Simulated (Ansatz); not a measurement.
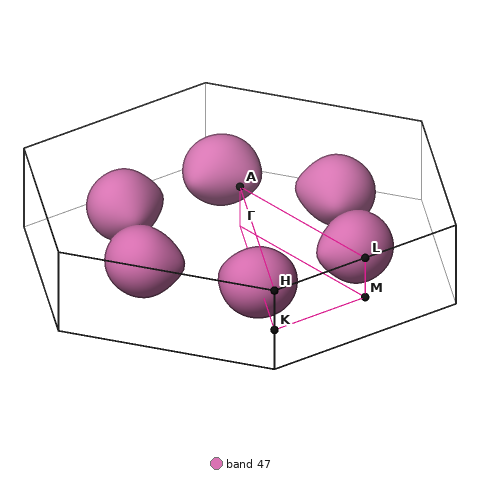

Constant-energy surfaces of WSe₂ in space group P6_3/mmc, 0.30 eV above the conduction-band minimum (one colour a band).

Level of theory: DFT PBE, scalar-relativistic, plane waves, PAW; levels and slopes on a dense k mesh at the converged density (Ansatz). No spin polarisation. k mesh for the levels: 42×42×10. The geometry was not relaxed (residual pressure 4 GPa).

Masses come from a second pass at points close to the extrema; at the energies drawn a band may no longer be parabolic.

> Describe the band extrema that these surfaces surround.

Band 47 forms the conduction edge. Within this energy: six equivalent minima on the K–Γ line, principal masses 0.43, 0.46 and 0.54 mₑ. Further from the edge, not drawn: two equivalent minima at K, 0.38 eV above the edge, two bands meeting there.

> And the gap?

The gap is indirect, 0.95 eV at this level of theory (semilocal functionals give gaps that are too small, and can reorder valleys that lie close).

Where one band's surface lies inside another's, the outer one hides all or part of it.

Spin-orbit coupling, left out here, can change the gap, its kind, the place of the band edges and the masses, since the compound holds W and Se.

Cost: 110 s on 2 threads of Intel(R) Xeon(R) 6975P-C (Granite Rapids), with other jobs on the host, peak memory 2.7 GiB.
